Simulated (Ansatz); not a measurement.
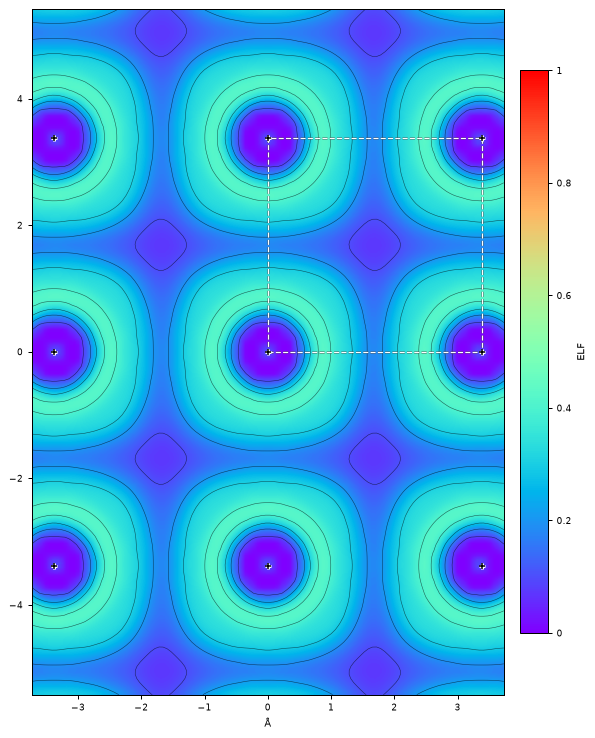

The ELF on a plane through atoms (crosses mark nuclei in the plane).

All numbers below come from Ansatz 0.2.0, DFT, BLYP, plane waves (420 eV) with PAW, scalar-relativistic.

Candidates:
A. Tl, a = 3.38 Å, b = 3.38 Å, c = 3.38 Å, α = 90.00°, β = 90.00°, γ = 90.00°. Space group Pm-3m; set up as Tl, simple cubic; a generated structure, not necessarily the stable one; changed on purpose from its base cell (volume × 1.0); computed without spin polarisation.
B. Os, a = 4.44 Å, b = 4.44 Å, c = 2.80 Å, α = 90.00°, β = 90.00°, γ = 120.00°. Space group P6/mmm; set up as Os, omega (AlB2-type); a generated structure, not necessarily the stable one; changed on purpose from its base cell (volume × 1.04); computed pressure about −11 GPa in this cell; computed without spin polarisation.

> Which system is this?

Candidate A: Tl on the (100) plane of the conventional cell, which holds Tl. Tl–Tl (3.38 Å): the ELF is about 0.20 at the midpoint; no shared electron pair shows on this line.
